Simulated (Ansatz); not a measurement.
# SiC: what the fields show

Input

```
crystal:
  lattice:
    - [0.0, 2.179, 2.179]
    - [2.179, 0.0, 2.179]
    - [2.179, 2.179, 0.0]
  atoms:
    - { symbol: Si, position: [0.0, 0.0, 0.0] }
    - { symbol: C, position: [0.75, 0.75, 0.75] }
hamiltonian:
  xc: rpbe
  pseudopotentials: { kind: paw }
  dispersion: d4
kpoints:
  mp_grid: { grid: [10, 10, 10] }
scf:
  occupations: { method: fermi_dirac, width: 0.05 }
output:
  forces: true
  stress: true
  eigenvalues: true
  write_density: true
  write_potential: true
  elf: true
  volumetric_format: npy
relax:
  f_tol: 0.01
  max_steps: 40
  cell: { stress_tol: 0.05 }
```

Command:

```sh
ansatz run input.yaml --threads 2 --pin off --max-ram 5632MiB --backend cpu --events-out ev --progress --plain --runs-dir out
```

Below, planes, directions and counts refer to the conventional cell (a = 4.33 Å, b = 4.33 Å, c = 4.33 Å, α = 90.00°, β = 90.00°, γ = 90.00°).

The fields are those of the relaxed geometry.

Space group F-43m.

Theory: Kohn-Sham DFT of a periodic cell, RPBE with D4, Ansatz PAW (Ansatz).

Core electrons are frozen (PAW), and the valence fields are smoothed inside the atomic spheres.

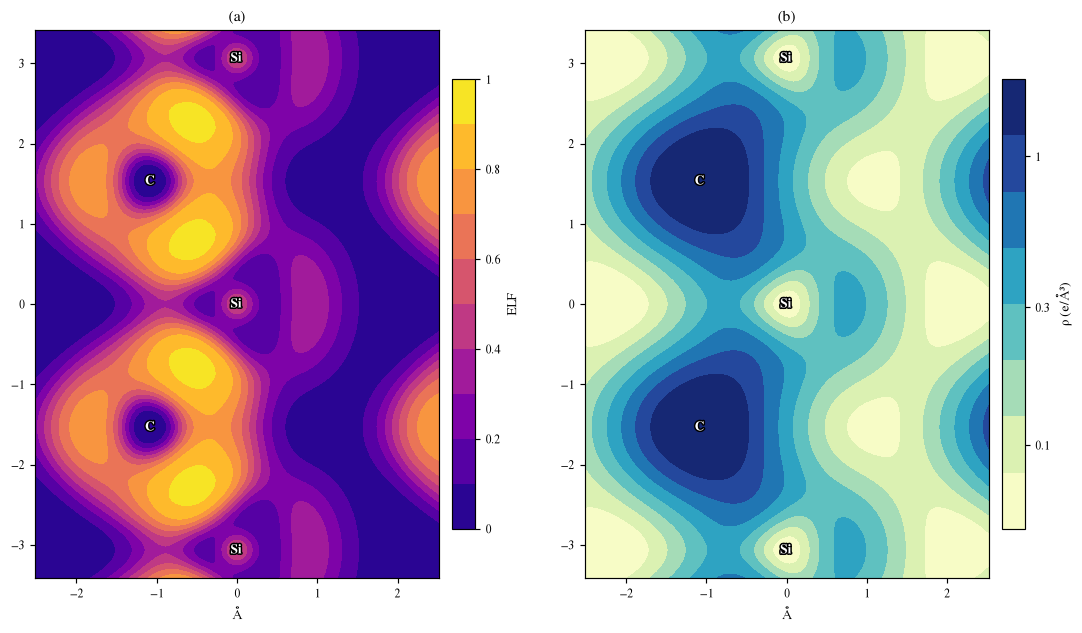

Figure 1. (a) electron localisation function; (b) valence electron density on the (101) plane of the conventional cell.

Describe what can be read from this map.

Answer.
- Atoms in the plane: Si and C.
- Si–C (1.88 Å): the density is about 0.9 e/Å³ at the midpoint; the ELF peaks at about 0.95 between the atoms (a shared electron pair).
- Between the atoms the lowest density in this plane is 0.05 e/Å³.

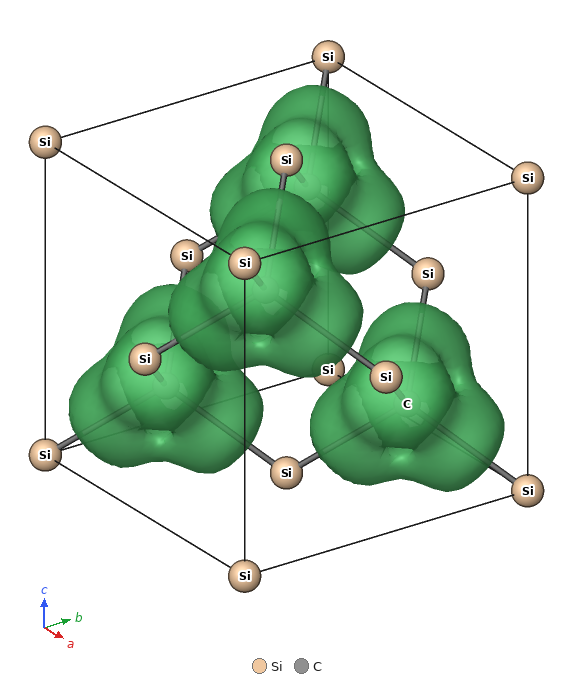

Figure 2. Isosurface of the electron localisation function at 0.7 (green), seen at an oblique angle. Core shells and regions of very low density are left out. Sticks mark near contacts.

Describe the localisation domains.

Answer. At this value the surface marks out four regions on C in which the atom's valence shell and bonds are merged, counted in one cell of 8 atoms. Regions shared between cells count once.

Metal or insulator at this level of theory?

Answer. It is gapped, with a Kohn–Sham gap of 1.4 eV on the k-point mesh, an upper bound to the gap of this method.
